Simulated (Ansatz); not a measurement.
# Geometry relaxation of TiSi63 (part 1 of 3)

- system: TiSi63 (defect cell, 64 atoms in the cell)
- method: DFT PBE, scalar-relativistic, plane waves, PAW, spin-polarised (Ansatz 0.2.0)

The structure derives from a Materials Project entry.

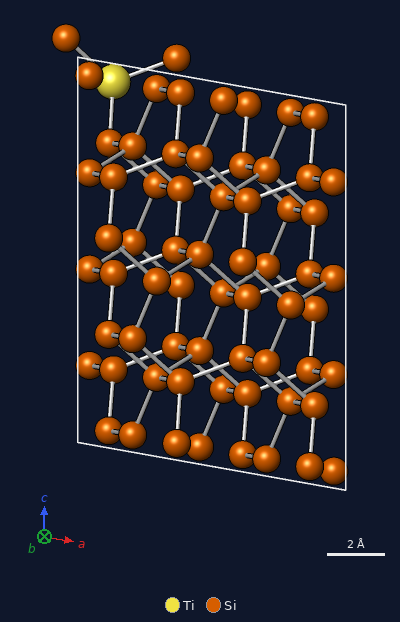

*The input geometry (ball-and-stick view of the cell of the calculation, along the b axis; bonded neighbours outside the cell are drawn too). An atom can appear more than once, as a periodic image.*

**Results in brief**

| quantity | value |
| --- | --- |
| outcome | converged |
| electrons treated | 264 |
| free energy | −42546.2441 eV |
| Fermi energy | 5.885 eV |
| net moment of the cell | 0.00 μB |
| integrated absolute moment | 0.00 μB |
| final volume | 1360.57 Å³ |
| largest force (length of the vector) at the end | 0.042 eV/Å |
| hardware | 4 threads of Arm Neoverse V2, 24 GiB of memory available, shared host |
| wall time | 50 s (CPU time 3.2 min) |
| peak memory | 1.8 GiB |

Warnings of the run: some starting moments were not kept. The k-point mesh is coarse for a cell of this size, so the results may not be converged.

**Input file**
```yaml
crystal:
  lattice:
    - [6.650888, 6.650889, 3.844771]
    - [-9.976333, 3.325444, 1.922386]
    - [3.325444, -9.976333, 9.611928]
  atoms:
    - { symbol: Ti, position: [0.1325356762, 0.9548726833, 0.9525995941], spin: 0.5 }
    - { symbol: Si, position: [0.384101, 0.7053, 0.7053] }
    - { symbol: Si, position: [0.134101, 0.7053, 0.2053] }
    - { symbol: Si, position: [0.634101, 0.4553, 0.4553] }
    - { symbol: Si, position: [0.884101, 0.2053, 0.2053] }
    - { symbol: Si, position: [0.384101, 0.4553, 0.9553] }
    - { symbol: Si, position: [0.634101, 0.2053, 0.7053] }
    - { symbol: Si, position: [0.134101, 0.4553, 0.4553] }
    - { symbol: Si, position: [0.384101, 0.2053, 0.2053] }
    - { symbol: Si, position: [0.134101, 0.2053, 0.7053] }
    - { symbol: Si, position: [0.884101, 0.9553, 0.4553] }
    - { symbol: Si, position: [0.634101, 0.9553, 0.9553] }
    - { symbol: Si, position: [0.884101, 0.7053, 0.7053] }
    - { symbol: Si, position: [0.384101, 0.9553, 0.4553] }
    - { symbol: Si, position: [0.634101, 0.7053, 0.2053] }
    - { symbol: Si, position: [0.884101, 0.4553, 0.9553] }
    - { symbol: Si, position: [0.115899, 0.5447, 0.0447] }
    - { symbol: Si, position: [0.365899, 0.2947, 0.7947] }
    - { symbol: Si, position: [0.615899, 0.0447, 0.5447] }
    - { symbol: Si, position: [0.115899, 0.2947, 0.2947] }
    - { symbol: Si, position: [0.3695046459, 0.0477353183, 0.0433312834], spin: 0.5 }
    - { symbol: Si, position: [0.115899, 0.0447, 0.5447] }
    - { symbol: Si, position: [0.865899, 0.7947, 0.2947] }
    - { symbol: Si, position: [0.615899, 0.7947, 0.7947] }
    - { symbol: Si, position: [0.865899, 0.5447, 0.5447] }
    - { symbol: Si, position: [0.365899, 0.7947, 0.2947] }
    - { symbol: Si, position: [0.615899, 0.5447, 0.0447] }
    - { symbol: Si, position: [0.1194363851, 0.7912882365, 0.7920866268], spin: 0.5 }
    - { symbol: Si, position: [0.365899, 0.5447, 0.5447] }
    - { symbol: Si, position: [0.865899, 0.2947, 0.7947] }
    - { symbol: Si, position: [0.615899, 0.2947, 0.2947] }
    - { symbol: Si, position: [0.865899, 0.0447, 0.0447] }
    - { symbol: Si, position: [0.0430890408, 0.1368318476, 0.9574606073], spin: 0.5 }
    - { symbol: Si, position: [0.2947, 0.884101, 0.7053] }
    - { symbol: Si, position: [0.5447, 0.634101, 0.4553] }
    - { symbol: Si, position: [0.0447, 0.884101, 0.2053] }
    - { symbol: Si, position: [0.2947, 0.634101, 0.9553] }
    - { symbol: Si, position: [0.0447, 0.634101, 0.4553] }
    - { symbol: Si, position: [0.7947, 0.384101, 0.2053] }
    - { symbol: Si, position: [0.5447, 0.384101, 0.7053] }
    - { symbol: Si, position: [0.7947, 0.134101, 0.4553] }
    - { symbol: Si, position: [0.2947, 0.384101, 0.2053] }
    - { symbol: Si, position: [0.5447, 0.134101, 0.9553] }
    - { symbol: Si, position: [0.0447, 0.384101, 0.7053] }
    - { symbol: Si, position: [0.2947, 0.134101, 0.4553] }
    - { symbol: Si, position: [0.7947, 0.884101, 0.7053] }
    - { symbol: Si, position: [0.5447, 0.884101, 0.2053] }
    - { symbol: Si, position: [0.7947, 0.634101, 0.9553] }
    - { symbol: Si, position: [0.2053, 0.615899, 0.7947] }
    - { symbol: Si, position: [0.4553, 0.365899, 0.5447] }
    - { symbol: Si, position: [0.7053, 0.115899, 0.2947] }
    - { symbol: Si, position: [0.2053, 0.365899, 0.0447] }
    - { symbol: Si, position: [0.4553, 0.115899, 0.7947] }
    - { symbol: Si, position: [0.2053, 0.115899, 0.2947] }
    - { symbol: Si, position: [0.9566080853, 0.8674931247, 0.0441087103], spin: 0.5 }
    - { symbol: Si, position: [0.7053, 0.865899, 0.5447] }
    - { symbol: Si, position: [0.9553, 0.615899, 0.2947] }
    - { symbol: Si, position: [0.4553, 0.865899, 0.0447] }
    - { symbol: Si, position: [0.7053, 0.615899, 0.7947] }
    - { symbol: Si, position: [0.2053, 0.865899, 0.5447] }
    - { symbol: Si, position: [0.4553, 0.615899, 0.2947] }
    - { symbol: Si, position: [0.9553, 0.365899, 0.5447] }
    - { symbol: Si, position: [0.7053, 0.365899, 0.0447] }
    - { symbol: Si, position: [0.9553, 0.115899, 0.7947] }
magnetization:
  spin_polarized: true
basis:
  ecutwfc: 420
  fft_grid_basis: typed
kpoints:
  mp_grid: { grid: [1, 1, 1] }
hamiltonian:
  xc: pbe
  pseudopotentials: { kind: paw }
scf:
  occupations: { method: gaussian, width: 0.05 }
output:
  forces: true
  stress: false
  eigenvalues: false
  bader: false
  write_density: false
  volumetric_format: npy
  populations: true
relax:
  adjacent_minimum: "off"
  max_steps: 30
  f_tol: 0.05
```

Run as:
```bash
ansatz run input.yaml --threads 4 --pin off --max-ram 10240MiB --backend cpu --events-out ev --progress --plain --runs-dir out
```

**Output**
```
settings of this run that can trade accuracy for cost: output.eigenvalues: false. Do not mix this run's numbers with those of runs without the same settings; the input reference describes each key
Engine: ansatz 0.2.0, aarch64-unknown-linux-gnu
Pseudopotentials: kind: paw
Pseudopotential: Ti, paw, valence charge 12, recommended cutoff 420 eV (normal), Ti.paw.azcp
Pseudopotential: Si, paw, valence charge 4, recommended cutoff 420 eV (normal), Si.paw.azcp
Functional definition: PBE
  parameter kappa = 0.804
  parameter beta = 0.06672455060314922
  exchange = pbe_x(kappa = kappa, mu = beta*pi^2/3)
  correlation = pbe_c(beta = beta)
Crystal: 64 atoms, lattice volume = 1360.567 Å³
Basis set: ecut = 420 eV, 26559 PW (Γ), exchange–correlation on 144×144×192 points (8 copies of the dense FFT grid, shifted against one another)
Bands: 198, of which v1, the nominal top of the filled ones, is band 132 counted from 1 (131 counted from 0)
Symmetry: 1 space group operations
Space group: P1 (ITA 1), of the structure as read, at distance tolerance 1.1e-4 Å
Magnetic group: BNS 1.1 (UNI 1), of the structure as read, at distance tolerance 1.1e-4 Å
k-points: 1
Non-local potential: Ti, projectors of the file, l = 0: 3, l = 1: 2, l = 2: 3, l = 3: 1
Non-local potential: Si, projectors of the file, l = 0: 2, l = 1: 2, l = 2: 2
PAW form: soft (Blöchl's): semilocal exchange-correlation on the pseudo side does not see the compensation charge
PAW one-centre angular grid: Ti, 590 points (default); XC on 64 Gauss nodes
PAW one-centre angular grid: Si, 110 points (default); XC on 64 Gauss nodes
Initial density: superposition of atomic densities (chi_scale 0.1, normalization cell)
Starting moments: Σ|m| = 2.5 μB on 5 of 64 sites
Initial wavefunctions: pseudopotential atomic-orbital guess
Functional: x = pbe(κ = 0.804, μ = 0.2195149727645171), c = pbe(β = 0.06672455060314922)
SCF iter   1: F=—  HF=-42542.361733 eV  |F-HF|=—  |Δ(HF+E_count)|=         —  Δρ=2.29e-2 (↑2.27e-2 ↓2.29e-2)  dr2=2.80e1  dr2_m=1.05e-1  M=0.000 μB ∫|m|=0.886 μB  β_m=0.30  ethr=3.10e-3  ⟨swp⟩=6.5  Hψ=1824  notcnv=0  defer=48
Mixer restart at iter 1: flushing history
preconditioner: auto → Resta (q_TF=auto, 2.076 Å⁻¹)  ε∞=5.3  [insulator: Δε(μ)=0.480 eV  Ē_g=7.724 eV  σ=0.050 eV  W_gap=1.00  n_scr=204 (ndim 8)  ℏωp=16.1 eV  f_vac=0.000  D(μ)=0.00/eV (n_scr^D=0)  ε∞_Penn≈5.3]
spin=Collinear: Resta preconditioning applied to the charge; magnetization (m = ρ↑ − ρ↓) channel mixes plain (no charge-response kernel on spin).
SCF iter   2: F=—  HF=-42543.692168 eV  |F-HF|=—  |Δ(HF+E_count)|=    1.33e0  Δρ=1.73e-2 (↑1.68e-2 ↓1.73e-2)  dr2=1.61e1  dr2_m=6.03e-2  M=0.000 μB ∫|m|=0.722 μB  β_m=0.65  ethr=3.10e-3  ⟨swp⟩=2.0  Hψ=460  notcnv=0  defer=54
SCF iter   3: F=—  HF=-42545.528124 eV  |F-HF|=—  |Δ(HF+E_count)|=    1.84e0  Δρ=3.33e-3 (↑3.33e-3 ↓2.68e-3)  dr2=7.60e-1  dr2_m=2.54e-3  M=0.000 μB ∫|m|=0.227 μB  β_m=0.61  ethr=3.10e-3  ⟨swp⟩=4.0  Hψ=678  notcnv=0  defer=123
SCF iter   4: F=—  HF=-42545.625926 eV  |F-HF|=—  |Δ(HF+E_count)|=   9.78e-2  Δρ=1.15e-3 (↑1.14e-3 ↓1.15e-3)  dr2=8.55e-2  dr2_m=1.11e-3  M=0.000 μB ∫|m|=0.170 μB  β_m=0.76  ethr=2.88e-4  ⟨swp⟩=3.5  Hψ=745  notcnv=0  defer=120
SCF iter   5: F=—  HF=-42545.730307 eV  |F-HF|=—  |Δ(HF+E_count)|=         —  Δρ=6.90e-4 (↑6.90e-4 ↓4.07e-4)  dr2=1.76e-2  dr2_m=1.33e-3  M=0.000 μB ∫|m|=0.056 μB  β_m=0.76  ethr=3.24e-5  ⟨swp⟩=2.0  Hψ=670  notcnv=0  defer=120
SCF iter   6: F=—  HF=-42545.745525 eV  |F-HF|=—  |Δ(HF+E_count)|=   1.52e-2  Δρ=2.20e-4 (↑2.01e-4 ↓2.20e-4)  dr2=2.42e-3  dr2_m=1.78e-4  M=0.000 μB ∫|m|=0.025 μB  β_m=0.88  ethr=6.67e-6  ⟨swp⟩=2.0  Hψ=669  notcnv=0  defer=120
SCF iter   7: F=—  HF=-42545.750069 eV  |F-HF|=—  |Δ(HF+E_count)|=   4.54e-3  Δρ=4.70e-5 (↑4.70e-5 ↓4.03e-5)  dr2=3.43e-4  dr2_m=7.30e-7  M=0.000 μB ∫|m|=0.004 μB  β_m=0.83  ethr=9.18e-7  ⟨swp⟩=2.0  Hψ=653  notcnv=0  defer=120
SCF iter   8: F=—  HF=-42545.750196 eV  |F-HF|=—  |Δ(HF+E_count)|=   1.27e-4  Δρ=1.39e-5 (↑1.39e-5 ↓1.27e-5)  dr2=1.69e-5  dr2_m=1.75e-7  M=0.000 μB ∫|m|=0.002 μB  β_m=0.92  ethr=1.30e-7  ⟨swp⟩=2.0  Hψ=659  notcnv=0  defer=120
SCF iter   9: F=-42545.750228 eV  HF=-42545.750228 eV  |F-HF|=8.24e-7  |Δ(HF+E_count)|=   3.14e-5  Δρ=3.70e-6 (↑3.64e-6 ↓3.70e-6)  dr2=1.71e-6  dr2_m=6.73e-9  M=0.000 μB ∫|m|=0.000 μB  ethr=6.38e-9  ⟨swp⟩=1.5  Hψ=1057  notcnv=0
WARN: the starting moments were not kept: the SCF closed with an absolute magnetisation of 4.4e-4 μB, where they sum to 2.5 μB in size (5 sites). That is at most 0.1 of that sum. Measured as dr2_m measures the in/out step, that magnetisation stands 2.4e-9 eV from none, at or under the dr2_threshold of 6.3e-5 eV: it is no larger than a step whose dr2_m would equal this threshold. The system may hold no moment; this SCF shows only that its start led to no more than that. To try another start: raise the starting moments (crystal.atoms[].spin, magnetization.per_species, magnetization.initial_magnetization, or on a non-collinear deck that types none of these the spinor_matrix: blocks that start its atoms; where the total moment is fixed, keep their sum and leave initial_magnetization as it is; typed ones take the place of any that the run laid by itself, positive ones on a crystal's lanthanoids without a Hubbard term where scf.initial_density.shell_occupations: [] is typed) or, if the notice of its spin-set hold's release reads "site moments contracting" or "site moments show no strong build", lengthen the hold (scf.mixing.spin_hold: { on: { confirm: 4 } }; for m-r²SCAN on two components see the key's manual first). Each may lead to a state that holds a moment. A second SCF, from the converged charge density, with the starting moments and any scf.initial_density.shell_occupations laid on it anew, would have followed, and was not run: the deck does not ask for one (magnetization.retry_lost_moments is false, the default). To let it run, set magnetization.retry_lost_moments: true and run the deck again, where that key's refused combinations let it; where memory then withholds it, that run's warning says so.
SCF 1 converged in 9 iterations: F = -42545.750228 eV  dr2 = 1.71e-6
  greatest PAW one-centre occupation: 0.999 electrons in one spin orbital (limit 2), on the Ti atom at site 0 (counted from 0), in its partial waves of l = 0
relax step   1: F+E_penalty+E_count = -42545.75022833 eV  Δ(F+E_penalty+E_count) = +0.000e0 eV  max|allowed force component| = 1.743e0 eV/Å  Δτ_max = 0.0000 Å  (9 SCF iters, dr2 threshold 6.25e-5 eV, accepted)
Initial density: handed on by an earlier stage of this run
Starting moments: Σ|m| = 2.5 μB on 5 of 64 sites; this step starts from the density that it was given
Initial wavefunctions: those handed on with the density
iter 1 solved again at ethr=1.35e-4 eV; its pass at ethr=3.10e-3 eV (dr2=3.56e-1 eV) is discarded
SCF iter   1: F=—  HF=-42546.146112 eV  |F-HF|=—  |Δ(HF+E_count)|=         —  Δρ=2.28e-3 (↑2.25e-3 ↓2.28e-3)  dr2=3.67e-1  dr2_m=3.37e-3  M=0.000 μB ∫|m|=0.079 μB  β_m=0.30  ethr=1.35e-4  ⟨swp⟩=2.0  Hψ=1118  notcnv=0  defer=120
preconditioner: auto → Resta (q_TF=auto, 2.076 Å⁻¹)  ε∞=5.5  [insulator: Δε(μ)=1.015 eV  Ē_g=7.605 eV  σ=0.050 eV  W_gap=1.00  n_scr=204 (ndim 8)  ℏωp=16.1 eV  f_vac=0.000  D(μ)=0.00/eV (n_scr^D=0)  ε∞_Penn≈5.5]
spin=Collinear: Resta preconditioning applied to the charge; magnetization (m = ρ↑ − ρ↓) channel mixes plain (no charge-response kernel on spin).
SCF iter   2: F=—  HF=-42546.185820 eV  |F-HF|=—  |Δ(HF+E_count)|=   3.97e-2  Δρ=1.56e-3 (↑1.51e-3 ↓1.56e-3)  dr2=1.23e-1  dr2_m=1.83e-3  M=0.000 μB ∫|m|=0.063 μB  β_m=0.50  ethr=1.35e-4  ⟨swp⟩=3.0  Hψ=428  notcnv=0  defer=120
SCF iter   3: F=—  HF=-42546.198600 eV  |F-HF|=—  |Δ(HF+E_count)|=   1.28e-2  Δρ=5.01e-4 (↑4.75e-4 ↓5.01e-4)  dr2=9.24e-3  dr2_m=2.05e-4  M=0.000 μB ∫|m|=0.029 μB  β_m=0.59  ethr=4.67e-5  ⟨swp⟩=2.0  Hψ=440  notcnv=0  defer=120
SCF iter   4: F=—  HF=-42546.200444 eV  |F-HF|=—  |Δ(HF+E_count)|=   1.84e-3  Δρ=1.09e-4 (↑1.09e-4 ↓8.61e-5)  dr2=8.97e-4  dr2_m=8.93e-6  M=0.000 μB ∫|m|=0.010 μB  β_m=0.76  ethr=3.50e-6  ⟨swp⟩=2.0  Hψ=670  notcnv=0  defer=120
SCF iter   5: F=—  HF=-42546.200661 eV  |F-HF|=—  |Δ(HF+E_count)|=   2.17e-4  Δρ=2.97e-5 (↑2.14e-5 ↓2.97e-5)  dr2=6.11e-5  dr2_m=9.01e-7  M=0.000 μB ∫|m|=0.004 μB  β_m=0.77  ethr=3.40e-7  ⟨swp⟩=2.0  Hψ=660  notcnv=0  defer=120
SCF iter   6: F=-42546.200675 eV  HF=-42546.200673 eV  |F-HF|=2.02e-6  |Δ(HF+E_count)|=   1.22e-5  Δρ=9.81e-6 (↑7.41e-6 ↓9.81e-6)  dr2=7.36e-6  dr2_m=1.14e-7  M=0.000 μB ∫|m|=0.002 μB  ethr=2.31e-8  ⟨swp⟩=2.0  Hψ=1064  notcnv=0
the starting moments were not kept: the SCF closed with an absolute magnetisation of 1.7e-3 μB, where they sum to 2.5 μB in size (5 sites). That is at most 0.1 of that sum. Measured as dr2_m measures the in/out step, that magnetisation stands 1.5e-7 eV from none, at or under the dr2_threshold of 1.0e-4 eV: it is no larger than a step whose dr2_m would equal this threshold.
SCF 2 converged in 6 iterations: F = -42546.200675 eV  dr2 = 7.36e-6
relax step   2: F+E_penalty+E_count = -42546.20067482 eV  Δ(F+E_penalty+E_count) = -4.504e-1 eV  max|allowed force component| = 2.074e-1 eV/Å  Δτ_max = 0.1425 Å  (6 SCF iters, dr2 threshold 1.00e-4 eV, accepted)
SCF iter   1: F=—  HF=-42546.231613 eV  |F-HF|=—  |Δ(HF+E_count)|=         —  Δρ=1.20e-3 (↑1.20e-3 ↓1.15e-3)  dr2=3.45e-2  dr2_m=1.65e-3  M=0.000 μB ∫|m|=0.023 μB  β_m=0.65  ethr=2.76e-4  ⟨swp⟩=5.0  Hψ=1116  notcnv=0  defer=118
preconditioner: auto → Resta (q_TF=auto, 2.076 Å⁻¹)  ε∞=5.5  [insulator: Δε(μ)=0.968 eV  Ē_g=7.579 eV  σ=0.050 eV  W_gap=1.00  n_scr=204 (ndim 8)  ℏωp=16.1 eV  f_vac=0.000  D(μ)=0.00/eV (n_scr^D=0)  ε∞_Penn≈5.5]
spin=Collinear: Resta preconditioning applied to the charge; magnetization (m = ρ↑ − ρ↓) channel mixes plain (no charge-response kernel on spin).
SCF iter   2: F=—  HF=-42546.236903 eV  |F-HF|=—  |Δ(HF+E_count)|=   5.29e-3  Δρ=4.91e-4 (↑4.84e-4 ↓4.91e-4)  dr2=5.63e-3  dr2_m=2.83e-4  M=0.000 μB ∫|m|=0.013 μB  β_m=0.65  ethr=1.31e-5  ⟨swp⟩=2.0  Hψ=586  notcnv=0  defer=118
SCF iter   3: F=—  HF=-42546.238296 eV  |F-HF|=—  |Δ(HF+E_count)|=   1.39e-3  Δρ=5.82e-5 (↑5.65e-5 ↓5.82e-5)  dr2=1.70e-4  dr2_m=2.31e-6  M=0.000 μB ∫|m|=0.004 μB  β_m=0.73  ethr=2.13e-6  ⟨swp⟩=2.0  Hψ=659  notcnv=0  defer=118
SCF iter   4: F=—  HF=-42546.238354 eV  |F-HF|=—  |Δ(HF+E_count)|=   5.79e-5  Δρ=1.75e-5 (↑1.75e-5 ↓1.60e-5)  dr2=2.04e-5  dr2_m=2.02e-7  M=0.000 μB ∫|m|=0.002 μB  β_m=0.87  ethr=6.44e-8  ⟨swp⟩=2.0  Hψ=658  notcnv=0  defer=118
SCF iter   5: F=—  HF=-42546.238363 eV  |F-HF|=—  |Δ(HF+E_count)|=   8.67e-6  Δρ=4.59e-6 (↑4.59e-6 ↓4.06e-6)  dr2=2.52e-6  dr2_m=1.43e-8  M=0.000 μB ∫|m|=0.000 μB  β_m=0.93  ethr=7.73e-9  ⟨swp⟩=2.0  Hψ=658  notcnv=0  defer=118
SCF iter   6: F=-42546.238362 eV  HF=-42546.238364 eV  |F-HF|=2.13e-6  |Δ(HF+E_count)|=   1.45e-6  Δρ=4.19e-6 (↑4.19e-6 ↓3.76e-6)  dr2=2.56e-6  dr2_m=1.23e-9  M=0.000 μB ∫|m|=0.000 μB  ethr=9.54e-10  ⟨swp⟩=2.0  Hψ=1076  notcnv=0
the starting moments were not kept: the SCF closed with an absolute magnetisation of 1.8e-4 μB, where they sum to 2.5 μB in size (5 sites). That is at most 0.1 of that sum. Measured as dr2_m measures the in/out step, that magnetisation stands 1.9e-9 eV from none, at or under the dr2_threshold of 2.7e-6 eV: it is no larger than a step whose dr2_m would equal this threshold.
SCF 3 converged in 6 iterations: F = -42546.238362 eV  dr2 = 2.56e-6
relax step   3: F+E_penalty+E_count = -42546.23836185 eV  Δ(F+E_penalty+E_count) = -3.769e-2 eV  max|allowed force component| = 8.014e-2 eV/Å  Δτ_max = 0.0548 Å  (6 SCF iters, dr2 threshold 2.69e-6 eV, accepted)
SCF iter   1: F=—  HF=-42546.242100 eV  |F-HF|=—  |Δ(HF+E_count)|=         —  Δρ=5.97e-4 (↑5.97e-4 ↓5.76e-4)  dr2=8.11e-3  dr2_m=4.57e-4  M=0.000 μB ∫|m|=0.010 μB  β_m=0.65  ethr=2.77e-5  ⟨swp⟩=3.0  Hψ=754  notcnv=0  defer=118
preconditioner: auto → Resta (q_TF=auto, 2.076 Å⁻¹)  ε∞=5.5  [insulator: Δε(μ)=0.965 eV  Ē_g=7.580 eV  σ=0.050 eV  W_gap=1.00  n_scr=204 (ndim 8)  ℏωp=16.1 eV  f_vac=0.000  D(μ)=0.00/eV (n_scr^D=0)  ε∞_Penn≈5.5]
spin=Collinear: Resta preconditioning applied to the charge; magnetization (m = ρ↑ − ρ↓) channel mixes plain (no charge-response kernel on spin).
SCF iter   2: F=—  HF=-42546.243716 eV  |F-HF|=—  |Δ(HF+E_count)|=   1.62e-3  Δρ=2.42e-4 (↑2.39e-4 ↓2.42e-4)  dr2=1.23e-3  dr2_m=7.77e-5  M=0.000 μB ∫|m|=0.006 μB  β_m=0.65  ethr=3.07e-6  ⟨swp⟩=2.0  Hψ=585  notcnv=0  defer=118
SCF iter   3: F=—  HF=-42546.244110 eV  |F-HF|=—  |Δ(HF+E_count)|=   3.94e-4  Δρ=3.15e-5 (↑3.08e-5 ↓3.15e-5)  dr2=5.03e-5  dr2_m=7.89e-7  M=0.000 μB ∫|m|=0.002 μB  β_m=0.75  ethr=4.66e-7  ⟨swp⟩=2.0  Hψ=660  notcnv=0  defer=118
SCF iter   4: F=—  HF=-42546.244129 eV  |F-HF|=—  |Δ(HF+E_count)|=   1.94e-5  Δρ=8.39e-6 (↑8.39e-6 ↓7.51e-6)  dr2=5.64e-6  dr2_m=3.24e-8  M=0.000 μB ∫|m|=0.001 μB  β_m=0.88  ethr=1.91e-8  ⟨swp⟩=2.0  Hψ=660  notcnv=0  defer=118
SCF iter   5: F=—  HF=-42546.244131 eV  |F-HF|=—  |Δ(HF+E_count)|=   1.53e-6  Δρ=2.27e-6 (↑2.26e-6 ↓2.27e-6)  dr2=7.65e-7  dr2_m=2.15e-9  M=0.000 μB ∫|m|=0.000 μB  β_m=0.90  ethr=2.14e-9  ⟨swp⟩=2.0  Hψ=658  notcnv=0  defer=118
SCF iter   6: F=—  HF=-42546.244131 eV  |F-HF|=—  |Δ(HF+E_count)|=   2.19e-7  Δρ=8.58e-7 (↑8.31e-7 ↓8.58e-7)  dr2=9.59e-8  dr2_m=2.34e-10  M=0.000 μB ∫|m|=0.000 μB  β_m=0.95  ethr=2.90e-10  ⟨swp⟩=2.0  Hψ=660  notcnv=0  defer=118
SCF iter   7: F=—  HF=-42546.244131 eV  |F-HF|=—  |Δ(HF+E_count)|=   9.24e-8  Δρ=7.83e-7 (↑7.56e-7 ↓7.83e-7)  dr2=1.05e-7  dr2_m=2.81e-11  M=0.000 μB ∫|m|=0.000 μB  β_m=0.98  ethr=3.63e-11  ⟨swp⟩=2.0  Hψ=660  notcnv=0  defer=118
SCF iter   8: F=-42546.244131 eV  HF=-42546.244131 eV  |F-HF|=1.60e-9  |Δ(HF+E_count)|=   2.57e-9  Δρ=1.19e-7 (↑1.19e-7 ↓1.10e-7)  dr2=2.60e-9  dr2_m=2.60e-12  M=0.000 μB ∫|m|=0.000 μB  ethr=3.63e-11  ⟨swp⟩=2.0  Hψ=960  notcnv=0
the starting moments were not kept: the SCF closed with an absolute magnetisation of 9.6e-6 μB, where they sum to 2.5 μB in size (5 sites). That is at most 0.1 of that sum. Measured as dr2_m measures the in/out step, that magnetisation stands 3.5e-12 eV from none, at or under the dr2_threshold of 1.0e-7 eV: it is no larger than a step whose dr2_m would equal this threshold.
SCF 4 converged in 8 iterations: F = -42546.244131 eV  dr2 = 2.60e-9
relax step   4: F+E_penalty+E_count = -42546.24413106 eV  Δ(F+E_penalty+E_count) = -5.769e-3 eV  max|allowed force component| = 4.199e-2 eV/Å  Δτ_max = 0.0288 Å  (8 SCF iters, accepted)
```
